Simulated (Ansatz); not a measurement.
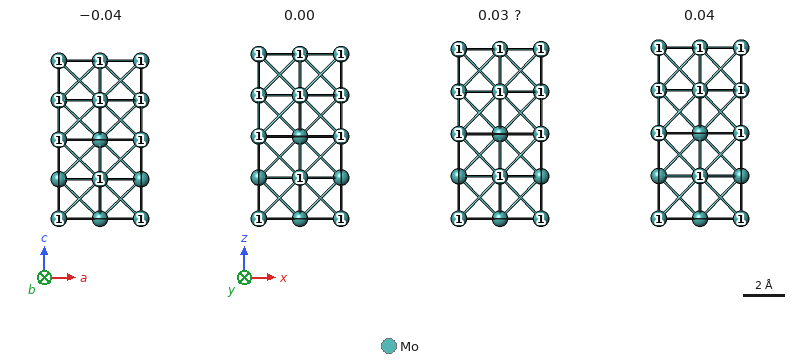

Energy scan for a crystal of Mo (Fm-3m), in which the cell is strained along z alone, with the atoms kept at their fractional coordinates. x, y and z are the Cartesian axes of the input. The picture is a ball-and-stick view of the conventional cell (4 times the calculation's cell), repeated 1 × 2 × 2 with one cell outlined, seen along the b axis. Lengths and directions refer to the drawn axes.

All numbers below come from DFT PBE, scalar-relativistic, plane waves, PAW in Ansatz. Settings: plane-wave cutoff 420 eV; k-point mesh 20 × 20 × 20; occupations gaussian; smearing width 0.15 eV; no spin polarisation. Energies (free energies at the smearing named) are counted from the cell as listed in its source, which wasn't relaxed.

| strain | E − E(ref) (meV/atom) |
| --- | --- |
| −0.040 | −11.7 |
| −0.030 | −10.3 |
| −0.020 | −7.8 |
| −0.010 | −4.3 |
| 0.000 | 0.0 |
| 0.010 | 5.2 |
| 0.020 | 11.2 |
| 0.030 | ? |
| 0.035 | 22.2 |
| 0.040 | 26.4 |

Fill in the missing row.

A straight line between the two neighbours gives 18.5 meV/atom. A cubic through the four nearest rows (0.010, 0.020, 0.035, 0.040) gives, with Lagrange weights, (−0.0667)(5.2) + (0.3333)(11.2) + (1.0667)(22.2) + (−0.3333)(26.4) = 18.3 meV/atom. The calculation gives 18.3 meV/atom, so the cubic is right to the digits shown and the straight line 0.2 meV/atom too high.

The whole profile:

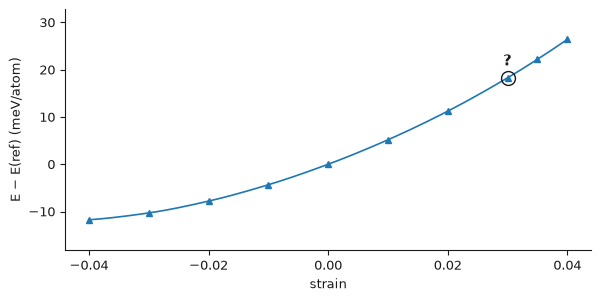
